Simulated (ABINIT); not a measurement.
System: zincblende CdSe, space group F-43m (No. 216), 2 atoms in the primitive cell; cubic a = 6.141 Å. Run without spin-orbit coupling: PBE, PseudoDojo NC SR PBE v0.4.1 standard, 6×6×6 k mesh, 1252 eV cutoff, Fermi-Dirac smearing of 0.05 eV (ABINIT). Run with it: PBE, PseudoDojo NC FR PBE v0.4 standard, 6×6×6 k mesh, 1279 eV cutoff, Fermi-Dirac smearing of 0.05 eV (ABINIT). Neither carries moments.

Without spin-orbit coupling the direct gaps are 0.55 eV at Γ and 3.07 eV at L.

> What does spin-orbit coupling change near the gap?

The threefold valence top at Γ (six states with spin) splits into a fourfold level on top and a twofold one 0.36 eV below it, the split-off level. The vertical gap goes from 0.55 to 0.43 eV at Γ and from 3.07 to 2.95 eV at L. A third of the splitting is 0.12 eV, which accounts for the change at Γ: the fourfold level rises by about that much. The smallest gap over all k points computed narrows from 0.55 eV (valence top at Γ, conduction bottom at Γ) to 0.43 eV.

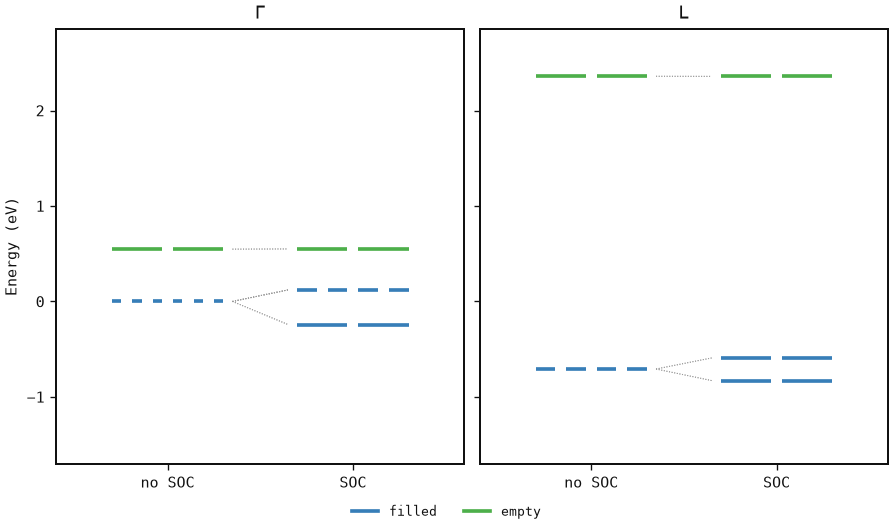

Levels at Γ and L, each bar one state with spin counted. Zero is the valence top without spin-orbit coupling, and the two sets are aligned on the mean of the six top valence states at Γ.

The two runs use different potential files, which adds a little to the differences. LDA, GGA and most meta-GGA functionals understate gaps. The usual form of CdSe is wurtzite, though both occur.
